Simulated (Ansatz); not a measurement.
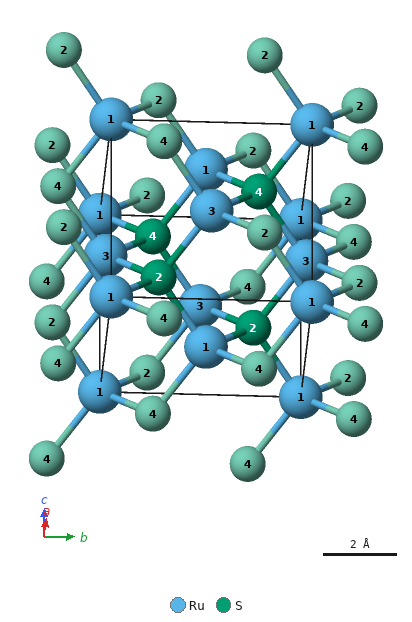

**Figure 1.** The structure as given in the input (ball-and-stick view of the cell 2 times as large as that of the calculation, set on its symmetry axes, seen at an oblique angle; neighbours outside the cell are drawn fainter; atoms are numbered from 1 in the order of the input). An atom can appear more than once, as a periodic image.

# RuS: single-point calculation (part 1 of 2)

- system: RuS (F-43m, 4 atoms in the cell)
- method: DFT LDA+U, scalar-relativistic, plane waves, PAW, Ueff = 4 eV on Ru atom 1 d; Ueff = 4 eV on Ru atom 3 d, spin-polarised (Ansatz 0.2.0)

The structure was built on a prototype by a generator; it need not be a known phase. It belongs to a series of runs on one base structure; here: ferromagnetic start, free, natural orbitals of the symmetric run filled by rank. Figures and captions count atoms from 1; the log counts them from 0 in places.

The program's output:
```
Warning: crystal.symmetry: narrowed to the stabiliser of the occupation matrices — unitary ops 16 → 8; lowered by the specified shells (site 0, l: d), (site 2, l: d); largest admitted image defect 4.4e-16, smallest excluded 2.8e-1 — at a splitting's scale: the group the occupation matrices' own texture admits
basis.fft_grid_basis auto: the FFT boxes are laid along the combinations [[1, 0, 0], [-1, 1, 0], [0, -1, 1]] of the cell's own vectors, 3.909, 5.529 and 3.909 Å long. The dense box has 27×40×27 points. Along the cell's own vectors, as sized, it would have 27×48×54, 2.40 times as many. Of the 16 symmetry operations that the crystal satisfies within crystal.symmetry.tolerance (time reversal apart; of a slab, those that keep its plane) the dense box along the cell's own vectors carries 2, and the one as laid loses 1 of those. basis.fft_grid_basis: typed keeps the cell's own vectors: state it where this run's energies or levels are differenced outside the engine with another run's, or held beside a run that keeps those vectors. Those combinations have planes normal to reciprocal vector 3, as the cell's own vectors have. Each planar average written beside output.write_density, output.write_potential has a row for each plane of the box: 27. The volumetric files lie along those combinations, not along the cell's own vectors: a cube or XSF file states them, and fields.json those of NumPy files.
Ru: projections on atomic orbitals take those of the free atom [Ar 3d10] 4s2 4p6 4d7 5s1, of charge +0.00 (hamiltonian.pseudopotentials.projection_atoms); the dataset's partial waves leave at most 8.1e-6 of an orbital's norm unspanned inside its sphere
S: projections on atomic orbitals take those of the free atom [Ne] 3s2 3p4, of charge +0.00 (hamiltonian.pseudopotentials.projection_atoms); the dataset's partial waves leave at most 1.6e-7 of an orbital's norm unspanned inside its sphere
Engine: ansatz 0.2.0, aarch64-unknown-linux-gnu
Pseudopotentials: kind: paw
Pseudopotential: Ru, paw, valence charge 16, recommended cutoff 420 eV (normal), Ru.paw.azcp
Pseudopotential: S, paw, valence charge 6, recommended cutoff 420 eV (normal), S.paw.azcp
Functional definition: SPW92
  exchange = slater_x
  correlation = pw_c
Crystal: 4 atoms, lattice volume = 84.492 Å³
Basis set: ecut = 420 eV, 1675 PW (Γ), FFT grids on a1, −a1+a2, −a2+a3
Bands: 32, of which v1, the nominal top of the filled ones, is band 22 counted from 1 (21 counted from 0)
Symmetry: 8 space group operations
k-points: 52 of 216 (time reversal used)
Non-local potential: Ru, projectors of the file, l = 0: 3, l = 1: 2, l = 2: 2, l = 3: 1
Non-local potential: S, projectors of the file, l = 0: 2, l = 1: 2, l = 2: 2
PAW form: soft (Blöchl's): semilocal exchange-correlation on the pseudo side does not see the compensation charge
PAW frozen core: Ru, regenerated for the run's functional, and the local potential with it (the file was generated under x = pbe(κ = 0.804, μ = 0.2195149727645171), c = pbe(β = 0.06672455060314922))
PAW frozen core: S, regenerated for the run's functional, and the local potential with it (the file was generated under x = pbe(κ = 0.804, μ = 0.2195149727645171), c = pbe(β = 0.06672455060314922))
PAW one-centre angular grid: Ru, 590 points (default); XC on 64 Gauss nodes
PAW one-centre angular grid: S, 110 points (default); XC on 64 Gauss nodes
Initial density: superposition of atomic densities (chi_scale 0.1, normalization cell)
Starting moments: Σ|m| = 8 μB on 2 of 4 sites
Initial wavefunctions: pseudopotential atomic-orbital guess
Functional: x = slater, c = lda
SCF iter   1: F=—  HF=-13247.127697 eV  |F-HF|=—  |Δ(HF+E_count)|=         —  Δρ=7.67e-2 (↑7.67e-2 ↓6.45e-2)  dr2=8.03e0  dr2_m=2.45e0  M=7.485 μB ∫|m|=7.485 μB  β_m=0.30  ethr=3.10e-3  ⟨swp⟩=6.0  Hψ=13984  notcnv=0
preconditioner: auto → Kerker (q_TF=auto, 2.447 Å⁻¹)  [metal: Δε(μ)=0.014 eV  Ē_g=10.223 eV  σ=0.050 eV  W_gap=0.15  n_scr=20 (ndim 8)  ℏωp=21.4 eV  f_vac=0.000  D(μ)=1.30/eV (n_scr^D=6)]
spin=Collinear: Kerker preconditioning applied to the charge; magnetization (m = ρ↑ − ρ↓) channel mixes plain (no charge-response kernel on spin).
SCF iter   2: F=—  HF=-13246.009867 eV  |F-HF|=—  |Δ(HF+E_count)|=    1.12e0  Δρ=4.97e-2 (↑4.97e-2 ↓4.87e-2)  dr2=3.08e0  dr2_m=1.26e0  M=7.362 μB ∫|m|=7.362 μB  β_m=0.30  ethr=3.10e-3  ⟨swp⟩=2.7  Hψ=6205  notcnv=0  defer=369
SCF iter   3: F=—  HF=-13245.344490 eV  |F-HF|=—  |Δ(HF+E_count)|=   6.65e-1  Δρ=3.92e-2 (↑2.43e-2 ↓3.92e-2)  dr2=1.83e-1  dr2_m=7.49e-1  M=6.851 μB ∫|m|=6.851 μB  β_m=0.30  ethr=3.10e-3  ⟨swp⟩=3.4  Hψ=5861  notcnv=0  defer=367
SCF iter   4: F=—  HF=-13245.455851 eV  |F-HF|=—  |Δ(HF+E_count)|=   1.11e-1  Δρ=2.45e-2 (↑2.45e-2 ↓2.09e-2)  dr2=2.29e-1  dr2_m=3.65e-1  M=7.080 μB ∫|m|=7.080 μB  β_m=1.00  ethr=4.15e-4  ⟨swp⟩=2.7  Hψ=7050  notcnv=0  defer=378
SCF iter   5: F=—  HF=-13245.515948 eV  |F-HF|=—  |Δ(HF+E_count)|=   6.01e-2  Δρ=3.89e-3 (↑3.48e-3 ↓3.89e-3)  dr2=6.72e-3  dr2_m=8.28e-3  M=6.855 μB ∫|m|=6.855 μB  β_m=0.30  ethr=4.15e-4  ⟨swp⟩=2.2  Hψ=5294  notcnv=0  defer=378
SCF iter   6: F=—  HF=-13245.517255 eV  |F-HF|=—  |Δ(HF+E_count)|=   1.31e-3  Δρ=3.24e-3 (↑3.24e-3 ↓1.55e-3)  dr2=1.40e-2  dr2_m=2.78e-3  M=6.911 μB ∫|m|=6.911 μB  β_m=1.00  ethr=1.53e-5  ⟨swp⟩=2.1  Hψ=6441  notcnv=0  defer=378
SCF iter   7: F=—  HF=-13245.514225 eV  |F-HF|=—  |Δ(HF+E_count)|=   3.03e-3  Δρ=1.19e-3 (↑8.70e-4 ↓1.19e-3)  dr2=4.38e-4  dr2_m=7.67e-4  M=6.828 μB ∫|m|=6.828 μB  β_m=0.30  ethr=1.53e-5  ⟨swp⟩=2.0  Hψ=4995  notcnv=0  defer=378
SCF iter   8: F=—  HF=-13245.514679 eV  |F-HF|=—  |Δ(HF+E_count)|=   4.55e-4  Δρ=9.27e-4 (↑9.27e-4 ↓7.17e-4)  dr2=1.80e-4  dr2_m=4.64e-4  M=6.827 μB ∫|m|=6.827 μB  β_m=0.30  ethr=9.96e-7  ⟨swp⟩=2.0  Hψ=5255  notcnv=0  defer=378
Mixer restart at iter 8: flushing history
spin-set hold released at iteration 8 (site moments contracting): the magnetisation degrees of freedom join the quasi-Newton model from the next iteration; the mixer history was flushed
SCF iter   9: F=—  HF=-13245.515006 eV  |F-HF|=—  |Δ(HF+E_count)|=   3.26e-4  Δρ=7.97e-4 (↑7.97e-4 ↓7.17e-4)  dr2=4.47e-5  dr2_m=4.20e-4  M=6.814 μB ∫|m|=6.814 μB  β_m=0.65  ethr=4.10e-7  ⟨swp⟩=2.1  Hψ=4939  notcnv=0  defer=378
SCF iter  10: F=—  HF=-13245.515730 eV  |F-HF|=—  |Δ(HF+E_count)|=   7.24e-4  Δρ=2.60e-4 (↑2.60e-4 ↓1.81e-4)  dr2=1.57e-5  dr2_m=3.38e-5  M=6.784 μB ∫|m|=6.784 μB  β_m=0.74  ethr=1.02e-7  ⟨swp⟩=3.0  Hψ=5501  notcnv=0  defer=378
SCF iter  11: F=—  HF=-13245.515734 eV  |F-HF|=—  |Δ(HF+E_count)|=   4.27e-6  Δρ=6.94e-5 (↑4.99e-5 ↓6.94e-5)  dr2=5.20e-6  dr2_m=2.18e-6  M=6.782 μB ∫|m|=6.782 μB  β_m=0.74  ethr=3.56e-8  ⟨swp⟩=2.4  Hψ=5335  notcnv=0  defer=378
Mixer restart at iter 11: flushing history
SCF iter  12: F=—  HF=-13245.524344 eV  |F-HF|=—  |Δ(HF+E_count)|=         —  Δρ=1.83e-4 (↑1.09e-4 ↓1.83e-4)  dr2=3.52e-5  dr2_m=1.33e-5  M=6.775 μB ∫|m|=6.775 μB  β_m=0.74  ethr=1.18e-8  ⟨swp⟩=1.5  Hψ=3295  notcnv=0  defer=378
SCF iter  13: F=—  HF=-13246.426843 eV  |F-HF|=—  |Δ(HF+E_count)|=   9.02e-1  Δρ=1.57e-2 (↑8.00e-3 ↓1.57e-2)  dr2=2.50e-1  dr2_m=8.66e-2  M=6.005 μB ∫|m|=6.005 μB  β_m=0.15  ethr=1.18e-8  ⟨swp⟩=4.1  Hψ=7531  notcnv=0  defer=378
SCF iter  14: F=—  HF=-13246.484711 eV  |F-HF|=—  |Δ(HF+E_count)|=   5.79e-2  Δρ=1.50e-2 (↑7.97e-3 ↓1.50e-2)  dr2=2.12e-1  dr2_m=8.29e-2  M=5.933 μB ∫|m|=5.934 μB  β_m=0.08  ethr=1.18e-8  ⟨swp⟩=3.6  Hψ=8751  notcnv=0  defer=382
SCF iter  15: F=—  HF=-13246.472024 eV  |F-HF|=—  |Δ(HF+E_count)|=   1.27e-2  Δρ=1.10e-2 (↑6.14e-3 ↓1.10e-2)  dr2=1.07e-1  dr2_m=4.69e-2  M=5.942 μB ∫|m|=5.942 μB  β_m=0.14  ethr=1.18e-8  ⟨swp⟩=4.2  Hψ=8974  notcnv=0  defer=382
SCF iter  16: F=—  HF=-13246.537092 eV  |F-HF|=—  |Δ(HF+E_count)|=   6.51e-2  Δρ=4.99e-3 (↑4.99e-3 ↓4.60e-3)  dr2=1.04e-2  dr2_m=1.41e-2  M=5.893 μB ∫|m|=5.893 μB  β_m=0.58  ethr=1.18e-8  ⟨swp⟩=4.8  Hψ=10841  notcnv=0  defer=392
SCF iter  17: F=—  HF=-13246.803775 eV  |F-HF|=—  |Δ(HF+E_count)|=   2.67e-1  Δρ=4.42e-3 (↑2.50e-3 ↓4.42e-3)  dr2=4.35e-3  dr2_m=7.94e-3  M=5.260 μB ∫|m|=5.263 μB  β_m=0.92  ethr=1.18e-8  ⟨swp⟩=4.8  Hψ=11255  notcnv=0  defer=404
SCF iter  18: F=—  HF=-13246.868763 eV  |F-HF|=—  |Δ(HF+E_count)|=   6.50e-2  Δρ=1.96e-3 (↑1.46e-3 ↓1.96e-3)  dr2=2.21e-3  dr2_m=1.26e-3  M=4.861 μB ∫|m|=4.864 μB  β_m=0.96  ethr=1.18e-8  ⟨swp⟩=4.6  Hψ=10698  notcnv=0  defer=407
SCF iter  19: F=—  HF=-13246.877727 eV  |F-HF|=—  |Δ(HF+E_count)|=   8.96e-3  Δρ=9.35e-4 (↑6.54e-4 ↓9.35e-4)  dr2=3.91e-4  dr2_m=3.08e-4  M=4.689 μB ∫|m|=4.692 μB  β_m=0.98  ethr=1.18e-8  ⟨swp⟩=3.9  Hψ=9543  notcnv=0  defer=407
SCF iter  20: F=—  HF=-13246.879469 eV  |F-HF|=—  |Δ(HF+E_count)|=   1.74e-3  Δρ=9.85e-4 (↑4.28e-4 ↓9.85e-4)  dr2=2.15e-4  dr2_m=2.94e-4  M=4.739 μB ∫|m|=4.742 μB  β_m=0.99  ethr=1.18e-8  ⟨swp⟩=3.1  Hψ=7226  notcnv=0  defer=407
SCF iter  21: F=—  HF=-13246.882060 eV  |F-HF|=—  |Δ(HF+E_count)|=   2.59e-3  Δρ=9.74e-4 (↑3.60e-4 ↓9.74e-4)  dr2=1.77e-4  dr2_m=2.56e-4  M=4.774 μB ∫|m|=4.777 μB  β_m=1.00  ethr=1.18e-8  ⟨swp⟩=3.0  Hψ=7062  notcnv=0  defer=407
SCF iter  22: F=—  HF=-13246.885531 eV  |F-HF|=—  |Δ(HF+E_count)|=   3.47e-3  Δρ=8.70e-4 (↑7.26e-5 ↓8.70e-4)  dr2=1.84e-4  dr2_m=1.54e-4  M=4.817 μB ∫|m|=4.820 μB  β_m=1.00  ethr=1.18e-8  ⟨swp⟩=3.1  Hψ=7572  notcnv=0  defer=407
SCF iter  23: F=—  HF=-13246.888029 eV  |F-HF|=—  |Δ(HF+E_count)|=   2.50e-3  Δρ=8.30e-4 (↑7.75e-5 ↓8.30e-4)  dr2=1.75e-4  dr2_m=1.39e-4  M=4.810 μB ∫|m|=4.814 μB  β_m=0.16  ethr=1.18e-8  ⟨swp⟩=3.1  Hψ=7033  notcnv=0  defer=407
SCF iter  24: F=—  HF=-13246.889001 eV  |F-HF|=—  |Δ(HF+E_count)|=   9.72e-4  Δρ=9.37e-4 (↑3.65e-4 ↓9.37e-4)  dr2=2.50e-4  dr2_m=2.40e-4  M=4.788 μB ∫|m|=4.791 μB  β_m=0.78  ethr=1.18e-8  ⟨swp⟩=3.2  Hψ=7297  notcnv=0  defer=407
SCF iter  25: F=—  HF=-13246.894334 eV  |F-HF|=—  |Δ(HF+E_count)|=   5.33e-3  Δρ=8.81e-4 (↑5.43e-4 ↓8.81e-4)  dr2=1.89e-4  dr2_m=3.03e-4  M=4.747 μB ∫|m|=4.751 μB  β_m=0.52  ethr=1.18e-8  ⟨swp⟩=3.8  Hψ=8078  notcnv=0  defer=407
SCF iter  26: F=—  HF=-13246.897921 eV  |F-HF|=—  |Δ(HF+E_count)|=   3.59e-3  Δρ=7.59e-4 (↑4.87e-4 ↓7.59e-4)  dr2=2.16e-4  dr2_m=2.32e-4  M=4.752 μB ∫|m|=4.757 μB  β_m=1.00  ethr=1.18e-8  ⟨swp⟩=3.6  Hψ=7931  notcnv=0  defer=407
SCF iter  27: F=—  HF=-13246.896134 eV  |F-HF|=—  |Δ(HF+E_count)|=   1.79e-3  Δρ=7.93e-4 (↑3.72e-4 ↓7.93e-4)  dr2=1.76e-4  dr2_m=2.02e-4  M=4.758 μB ∫|m|=4.762 μB  β_m=0.23  ethr=1.18e-8  ⟨swp⟩=3.2  Hψ=7559  notcnv=0  defer=407
SCF iter  28: F=—  HF=-13246.897802 eV  |F-HF|=—  |Δ(HF+E_count)|=   1.67e-3  Δρ=1.08e-3 (↑3.50e-4 ↓1.08e-3)  dr2=4.00e-4  dr2_m=2.71e-4  M=4.739 μB ∫|m|=4.743 μB  β_m=0.22  ethr=1.18e-8  ⟨swp⟩=3.7  Hψ=7858  notcnv=0  defer=407
SCF iter  29: F=—  HF=-13246.902222 eV  |F-HF|=—  |Δ(HF+E_count)|=   4.42e-3  Δρ=1.17e-3 (↑3.72e-4 ↓1.17e-3)  dr2=5.02e-4  dr2_m=3.57e-4  M=4.775 μB ∫|m|=4.780 μB  β_m=0.50  ethr=1.18e-8  ⟨swp⟩=4.1  Hψ=8990  notcnv=0  defer=408
SCF iter  30: F=—  HF=-13246.902916 eV  |F-HF|=—  |Δ(HF+E_count)|=   6.94e-4  Δρ=7.20e-4 (↑2.06e-4 ↓7.20e-4)  dr2=1.68e-4  dr2_m=1.34e-4  M=4.772 μB ∫|m|=4.777 μB  β_m=0.33  ethr=1.18e-8  ⟨swp⟩=3.1  Hψ=6765  notcnv=0  defer=412
SCF iter  31: F=—  HF=-13246.903778 eV  |F-HF|=—  |Δ(HF+E_count)|=   8.62e-4  Δρ=6.12e-4 (↑1.02e-4 ↓6.12e-4)  dr2=1.09e-4  dr2_m=8.37e-5  M=4.773 μB ∫|m|=4.778 μB  β_m=0.88  ethr=1.18e-8  ⟨swp⟩=3.5  Hψ=7269  notcnv=0  defer=412
SCF iter  32: F=—  HF=-13246.903909 eV  |F-HF|=—  |Δ(HF+E_count)|=   1.31e-4  Δρ=8.87e-4 (↑7.36e-5 ↓8.87e-4)  dr2=2.51e-4  dr2_m=1.58e-4  M=4.776 μB ∫|m|=4.781 μB  β_m=0.81  ethr=1.18e-8  ⟨swp⟩=3.6  Hψ=7480  notcnv=0  defer=413
SCF iter  33: F=—  HF=-13246.903793 eV  |F-HF|=—  |Δ(HF+E_count)|=   1.16e-4  Δρ=2.98e-4 (↑3.39e-5 ↓2.98e-4)  dr2=2.45e-5  dr2_m=1.73e-5  M=4.775 μB ∫|m|=4.780 μB  β_m=0.42  ethr=1.18e-8  ⟨swp⟩=3.7  Hψ=7826  notcnv=0  defer=416
SCF iter  34: F=—  HF=-13246.904440 eV  |F-HF|=—  |Δ(HF+E_count)|=   6.46e-4  Δρ=1.18e-4 (↑3.69e-5 ↓1.18e-4)  dr2=2.63e-6  dr2_m=3.64e-6  M=4.775 μB ∫|m|=4.780 μB  β_m=0.97  ethr=1.18e-8  ⟨swp⟩=3.3  Hψ=7368  notcnv=0  defer=418
SCF iter  35: F=—  HF=-13246.904445 eV  |F-HF|=—  |Δ(HF+E_count)|=   5.74e-6  Δρ=6.17e-4 (↑6.01e-5 ↓6.17e-4)  dr2=1.19e-4  dr2_m=7.54e-5  M=4.779 μB ∫|m|=4.785 μB  β_m=0.99  ethr=5.97e-9  ⟨swp⟩=4.1  Hψ=8445  notcnv=0  defer=422  recentre
SCF iter  36: F=—  HF=-13246.904525 eV  |F-HF|=—  |Δ(HF+E_count)|=   8.01e-5  Δρ=1.76e-4 (↑2.20e-5 ↓1.76e-4)  dr2=8.53e-6  dr2_m=6.23e-6  M=4.775 μB ∫|m|=4.780 μB  β_m=0.99  ethr=5.97e-9  ⟨swp⟩=3.8  Hψ=8189  notcnv=0  defer=424
SCF iter  37: F=—  HF=-13246.904723 eV  |F-HF|=—  |Δ(HF+E_count)|=   1.98e-4  Δρ=1.08e-4 (↑2.03e-5 ↓1.08e-4)  dr2=3.20e-6  dr2_m=2.42e-6  M=4.777 μB ∫|m|=4.782 μB  β_m=0.91  ethr=5.97e-9  ⟨swp⟩=3.1  Hψ=7413  notcnv=0  defer=429
SCF iter  38: F=—  HF=-13246.904795 eV  |F-HF|=—  |Δ(HF+E_count)|=   7.13e-5  Δρ=5.59e-5 (↑2.95e-6 ↓5.59e-5)  dr2=9.68e-7  dr2_m=6.11e-7  M=4.778 μB ∫|m|=4.783 μB  β_m=0.95  ethr=5.97e-9  ⟨swp⟩=3.2  Hψ=7259  notcnv=0  defer=431
SCF iter  39: F=—  HF=-13246.904796 eV  |F-HF|=—  |Δ(HF+E_count)|=   1.92e-6  Δρ=1.46e-5 (↑7.23e-6 ↓1.46e-5)  dr2=7.24e-8  dr2_m=6.27e-8  M=4.777 μB ∫|m|=4.782 μB  β_m=0.97  ethr=2.27e-10  ⟨swp⟩=12.1  Hψ=23976  notcnv=0
SCF iter  40: F=—  HF=-13246.904797 eV  |F-HF|=—  |Δ(HF+E_count)|=   2.83e-7  Δρ=2.20e-5 (↑4.55e-6 ↓2.20e-5)  dr2=1.35e-7  dr2_m=1.04e-7  M=4.777 μB ∫|m|=4.782 μB  β_m=0.85  ethr=1.64e-10  ⟨swp⟩=8.8  Hψ=20085  notcnv=0
SCF iter  41: F=-13246.904798 eV  HF=-13246.904798 eV  |F-HF|=2.33e-8  |Δ(HF+E_count)|=   8.26e-7  Δρ=5.83e-6 (↑1.56e-6 ↓5.83e-6)  dr2=1.06e-8  dr2_m=7.81e-9  M=4.777 μB ∫|m|=4.782 μB  ethr=1.64e-10  ⟨swp⟩=6.5  Hψ=20444  notcnv=0
WARN: hamiltonian.hubbard: on 2 of 4 specified blocks the occupation matrix of this SCF's result fails the test of the specified filling. At site 0 ↓ (sites count from 0 in the list of atoms of the cell that this SCF solves) the least filled combination of the orbitals specified full has occupation 0.815, and the fullest combination of the orbitals specified empty has occupation 0.699; the filling counts as kept where the first is at least 0.75 and exceeds the second by more than 0.25. The same holds at site 2 ↓. The state of this SCF's result may not hold the specified filling, though these bounds can also misjudge a state that does. This warning does not say which state is lower in energy, or whether the specified filling is a self-consistent state at all; see hamiltonian.hubbard.sites[].starting_ns, Limitations, and scf.initial_density.shell_occupations in the input reference
SCF 1 converged in 41 iterations: F = -13246.904798 eV  dr2 = 1.06e-8
  greatest PAW one-centre occupation: 1.001 electrons in one spin orbital (limit 2), on the Ru atom at site 2 (counted from 0), in its partial waves of l = 0
```
